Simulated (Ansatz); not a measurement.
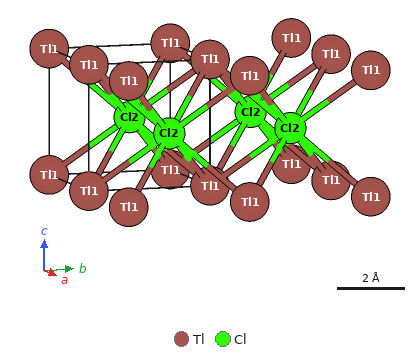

The structure as given in the input (ball-and-stick view of the cell of the calculation, repeated 2 × 2 × 1, seen slightly off an axis; atoms are numbered from 1 in the order of the input).

**Wannier-function calculation of TlCl**

System: TlCl (Pm-3m, 2 atoms in the cell).
Method: maximally localised Wannier functions of r2SCAN bands, plane waves, PAW, no spin polarisation (Ansatz 0.2.0).

The structure was built on a prototype by a generator. The geometry comes from this level: r2SCAN. It belongs to a series of runs on one base structure; here: anion p. Figures and captions count atoms from 1; the log counts them from 0 in places.

## The input
```yaml
crystal:
  lattice:
    - [3.8388256296, 0.0, 0.0]
    - [0.0, 3.8388256296, 0.0]
    - [0.0, 0.0, 3.8388256296]
  atoms:
    - { symbol: Tl, position: [0.0, 0.0, 0.0] }
    - { symbol: Cl, position: [0.5, 0.5, 0.5] }
kpoints:
  mp_grid: { grid: [6, 6, 6] }
  band_path:
    path:
      - [[0.0, 0.0, 0.0], [2.499002357458e-51, 0.5, -7.34126663987e-70], [0.5, 0.5, -3.384026536494e-51], [0.0, 0.0, 0.0], [0.5, 0.5, 0.5], [2.499002357458e-51, 0.5, -7.34126663987e-70]]
      - [[0.5, 0.5, 0.5], [0.5, 0.5, -3.384026536494e-51]]
    npoints: 10
hamiltonian:
  xc: r2scan
scf:
  occupations: { method: fixed }
  n_extra_bands: 6
output:
  forces: false
  stress: false
  eigenvalues: true
  wannier:
    kmesh: [4, 4, 4]
    projections: [{ species: Cl, l: p, shell: 3 }]
    minimise: true
    write_hr: true
    conv_tol: 1.0e-08
    max_iter: 3000
```

## File wannier.win
```
! ansatz wannier90 interface
! projections by site (counted from 0) and shell: 1 3P
! states of the run's bands (counted from 1): combinations of 7-10
! their least projectability: 0.9077
num_bands = 3
num_wann  = 3
num_iter  = 2000
conv_tol = 1e-8
conv_window = 5
guiding_centres = true
write_hr = true

begin unit_cell_cart
Ang
             3.8388256296                      0.0                      0.0
                      0.0             3.8388256296                      0.0
                      0.0                      0.0             3.8388256296
end unit_cell_cart

begin atoms_frac
Tl                       0.0                      0.0                      0.0
Cl                       0.5                      0.5                      0.5
end atoms_frac

mp_grid = 4 4 4
```

Hardware: 4 threads of Arm Neoverse V1, 24 GiB of memory available, shared host.

Run as:
```bash
ansatz run input.yaml --threads 4 --pin off --max-ram 3686MiB --backend cpu --events-out ev --progress --plain --runs-dir out
```

## The program's output
```
scf.n_extra_bands = 6 over 10 filled bands (N_el = 20.0): the run solves 16 bands
Engine: ansatz 0.2.0, aarch64-unknown-linux-gnu
Pseudopotentials: kind: paw
Pseudopotential: Tl, paw, valence charge 13, recommended cutoff 500 eV (meta_gga), Tl.paw.azcp
Pseudopotential: Cl, paw, valence charge 7, recommended cutoff 500 eV (meta_gga), Cl.paw.azcp
Functional definition: r2SCAN
  parameter k0 = 0.174
  parameter k1 = 0.065
  parameter a1 = 4.9479
  exchange = r2scan_x(k0 = k0, k1 = k1, a1 = a1)
  correlation = r2scan_c
Crystal: 2 atoms, lattice volume = 56.571 Å³
Basis set: ecut = 500 eV, 1365 PW (Γ), exchange–correlation on 120×120×120 points (64 copies of the dense FFT grid, shifted against one another)
Bands: 16, of which v1, the nominal top of the filled ones, is band 10 counted from 1 (9 counted from 0)
Symmetry: 48 space group operations
Space group: Pm-3m (ITA 221), of the structure as read, at distance tolerance 3.8e-5 Å
k-points: 20 of 216
Non-local potential: Tl, projectors of the file, l = 0: 2, l = 1: 2, l = 2: 2, l = 3: 1
Non-local potential: Cl, projectors of the file, l = 0: 2, l = 1: 2, l = 2: 2
PAW form: soft (Blöchl's): semilocal exchange-correlation on the pseudo side does not see the compensation charge
PAW frozen core: Tl, regenerated for the run's functional (the file was generated under x = pbe(κ = 0.804, μ = 0.2195149727645171), c = pbe(β = 0.06672455060314922))
PAW frozen core: Cl, regenerated for the run's functional (the file was generated under x = pbe(κ = 0.804, μ = 0.2195149727645171), c = pbe(β = 0.06672455060314922))
PAW one-centre angular grid: Tl, 590 points (default); XC on 160 Gauss nodes
PAW one-centre angular grid: Cl, 302 points (default); XC on 160 Gauss nodes
Initial density: superposition of atomic densities (neutral atoms: chi_scale 0, normalization atom), corrected by the library's trained network
Initial wavefunctions: pseudopotential atomic-orbital guess
Functional: x = r2scan, c = r2scan; τ floored in thin density (d = 2e-4 eV/Å³)
SCF iter   1: F=—  HF=-12544.458940 eV  |F-HF|=—  |Δ(HF+E_count)|=         —  Δρ=6.81e-3  dr2=2.03e-2  dr2_τ=2.90e-3  ethr=1.77e-3  ⟨swp⟩=4.9  Hψ=1468  notcnv=0  defer=72
preconditioner: auto → none  [insulator: Δε(μ)=2.496 eV  Ē_g=16.172 eV  n_scr=6 (ndim 8)  ℏωp=22.1 eV  f_vac=0.000  ε∞_Penn≈2.9]
SCF iter   2: F=—  HF=-12544.455235 eV  |F-HF|=—  |Δ(HF+E_count)|=   3.71e-3  Δρ=1.65e-3  dr2=1.12e-3  dr2_τ=5.51e-4  ethr=1.01e-4  ⟨swp⟩=2.5  Hψ=722  notcnv=0  defer=77
SCF iter   3: F=—  HF=-12544.455204 eV  |F-HF|=—  |Δ(HF+E_count)|=   3.12e-5  Δρ=7.51e-4  dr2=1.71e-4  dr2_τ=1.76e-5  ethr=5.60e-6  ⟨swp⟩=2.2  Hψ=405  notcnv=0  defer=75
SCF iter   4: F=—  HF=-12544.455193 eV  |F-HF|=—  |Δ(HF+E_count)|=   1.11e-5  Δρ=1.62e-4  dr2=1.50e-5  dr2_τ=3.61e-6  ethr=8.57e-7  ⟨swp⟩=2.5  Hψ=414  notcnv=0  defer=62
SCF iter   5: F=—  HF=-12544.455193 eV  |F-HF|=—  |Δ(HF+E_count)|=   9.86e-8  Δρ=3.46e-5  dr2=2.60e-7  dr2_τ=1.81e-8  ethr=7.51e-8  ⟨swp⟩=2.0  Hψ=422  notcnv=0  defer=36
SCF iter   6: F=-12544.455193 eV  HF=-12544.455193 eV  |F-HF|=3.30e-9  |Δ(HF+E_count)|=   2.71e-7  Δρ=3.24e-6  dr2=7.39e-9  dr2_τ=8.26e-10  ethr=5.00e-10  ⟨swp⟩=8.7  Hψ=1540  notcnv=0
SCF 1 converged in 6 iterations: F = -12544.455193 eV  dr2 = 7.39e-9
  greatest PAW one-centre occupation: 0.965 electrons in one spin orbital (limit 2), on the Tl atom at site 0 (counted from 0), in its partial waves of l = 2
```

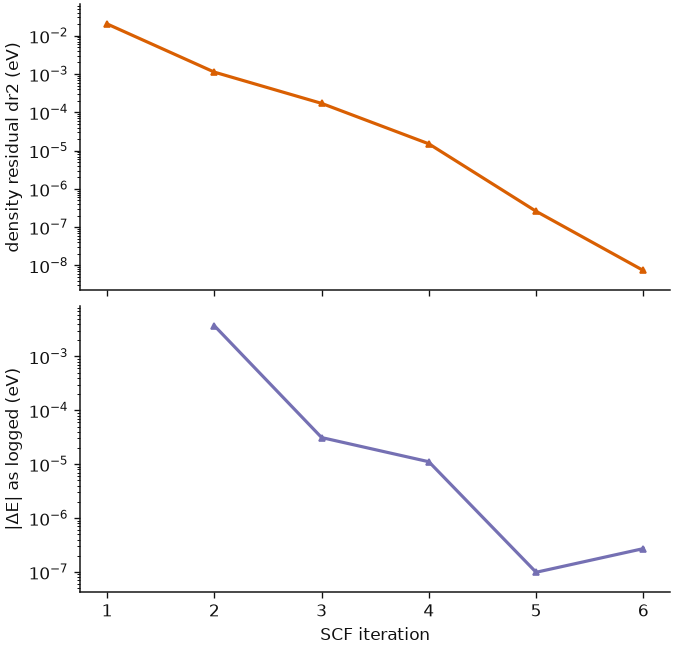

Convergence of the self-consistent field: density residual dr2 and size of the energy change against the SCF iteration. The residual falls at every step.

```
NSCF: frozen V_eff on 62 k-points
NSCF: frozen V_eff on 13 k-points
the Wannier pass solved 13 of the 64 points of its mesh, and has the states at the others by symmetry: states obtained by the crystal's operations at points that were solved too leave a residual of 3.86e-13 eV (read by the count's bands and the next), within 4.17e-6 eV
SCF converged after 6 iterations
Free energy (F): -12544.455193 eV
Harris-Foulkes:  -12544.455193 eV  (|F-HF|=3.30e-9)
Internal energy: -12544.455193 eV  (E = F + TS)
E sigma→0 (E₀):  -12544.455193 eV
Fermi energy:    4.869096 eV
--- Per-component energies (eV) ---
  E_band       = -50.748406
  E_kinetic    = 492.740024
  E_local      = -1196.826560  (includes V_loc(G=0)·N_el)
  E_nonlocal   = 346.515886
  E_hartree    = 425.169314
  E_xc         = -323.637263
  E_vxc        = -292.180935  (∫ρ·V_xc dr)
  E_paw        = -10855.510803  (= ΣΔE_a)
  E_vpaw       = -270.471088  (= ΣTr[D̂ρ^β])
  E_aug_tail   = 0.000054  (compensation charges beyond the density's cutoff)
  E_vtau       = 19.137478  (kinetic-family band-sum trace: ∫τ·v_τ [+ j·A + Jᵃ·Aᵃ] dr)
  E_ewald      = -1433.809200
  E_core_change = 0.903354  (= ΣΔE_core)
  E_smearing   = -0.000000  (= −TS)
  E_closure    = 0.000000  (closes the sum)
  Σ components = -12544.455193   (vs F -12544.455193, Δ=0.00e0)
--- Band table (eV; the first three rows and the last of 20) ---
  k-point 0: bands = ["-9.5229", "-5.4419", "-5.4419", "-5.1940", "-5.1940", "-5.1940", "0.3771", "3.2703", "3.2703", "3.2703", "13.1836", "13.1836", "13.1981", "13.1981", "13.1981", "18.1345"]
  k-point 1: bands = ["-9.4640", "-5.4385", "-5.3980", "-5.2141", "-5.2141", "-5.1922", "0.1021", "3.3705", "3.3705", "3.5367", "10.9699", "12.8656", "12.8656", "13.3533", "14.8507", "19.3889"]
  k-point 2: bands = ["-9.3408", "-5.4317", "-5.3136", "-5.2535", "-5.2535", "-5.1886", "-0.3901", "3.5819", "3.5819", "4.2457", "8.6155", "12.2132", "12.2132", "13.7999", "17.1712", "17.8548"]
  k-point 19: bands = ["-8.9731", "-5.3708", "-5.3708", "-5.3708", "-5.1308", "-5.1308", "2.7554", "2.7587", "2.7587", "2.7587", "7.7878", "7.7878", "7.7878", "18.5652", "18.5652", "18.5652"]
Wannier search: line search 1 of at most 3000: gauge-dependent spread (as the search counts it) 0.0252006 Å², largest recent change 1.7e-17 Å² and fall left 6.5e-23 Å² against conv_tol 1.0e-8 Å², 0 stops escaped
```

## File wannier.spreads.toml
```
omega_i_ang2 = 5.222865963395304
omega_d_ang2 = 0.000000000000000000001923477579740127
omega_od_ang2 = 0.02520064458735487
omega_total_ang2 = 5.248066607982659
least_projectability = 0.907691607257125
b_vectors_match_mmn = true
n_iter = 5
converged = true
rejected_fitted_steps = 0

[[wannier]]
r = [1.9194128147953577, 1.9194128147961311, 1.9194128147956881]
spread = 1.7493555358523132

[[wannier]]
r = [1.9194128148003549, 1.919412814798825, 1.9194128148005734]
spread = 1.749355535887391

[[wannier]]
r = [1.919412814807208, 1.9194128148018472, 1.9194128148024086]
spread = 1.7493555362429447

[[curvature_check]]
after_line_search = 5
omega_tilde_before_ang2 = 0.02520064458735487
krylov_steps = 10
lowest_ritz_value_ang2 = 0.06659752950083898
residual_ang2 = 8.29470351457269e-11
settled = true
outcome = "no-negative-curvature"
```

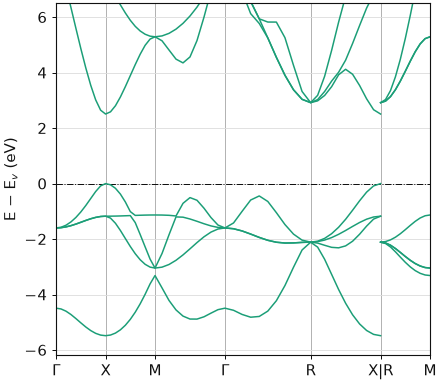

Band structure along Γ–X–M–Γ–R–X|R–M, with energies from the valence-band top. There is a gap of 2.51 eV on this path, direct, at X.

## Key numbers

```csv
quantity,value
outcome,converged
space group (tolerance 0.01 Å),Pm-3m (221)
electrons treated,20
free energy,−12544.4552 eV
total spread of the Wannier functions,5.248 Å²
Fermi energy,4.869 eV
gap on the k-point mesh,2.51 eV
wall time,2 s (CPU time 6.9 s)
peak memory,0.39 GiB
```

## Remarks

Spin–orbit coupling is left out, which matters for Tl.
